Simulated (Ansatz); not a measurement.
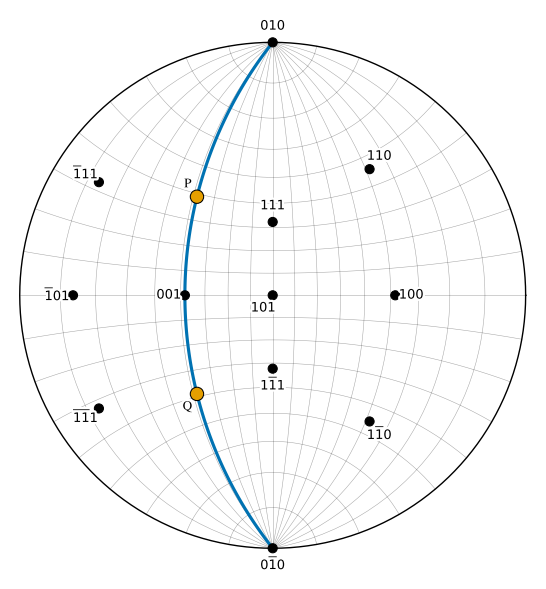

Stereographic projection of plane normals (upper hemisphere) centred on (1 0 1). Crystal: H, the input geometry of an electronic-structure calculation (not necessarily at equilibrium). The drawing is computed from the coordinates (standard cell, symmetry found to 0.002 Å).

a = 5.247 Å, b = 5.134 Å, c = 4.142 Å, α = 90.00°, β = 90.00°, γ = 90.00°.

Index the poles marked P, Q.

P is (0 1 1), 52.3° from the centre; Q is (0 −1 1), 52.3° from the centre.

Which zone does the coloured great circle trace?

The zone [1 0 0]: its poles satisfy h = 0.

What is the angle between the normals of (1 1 1) and (0 −1 0), and what are their d_hkl = 1/|g|?

122.3°; d = 2.747 Å and 5.134 Å.
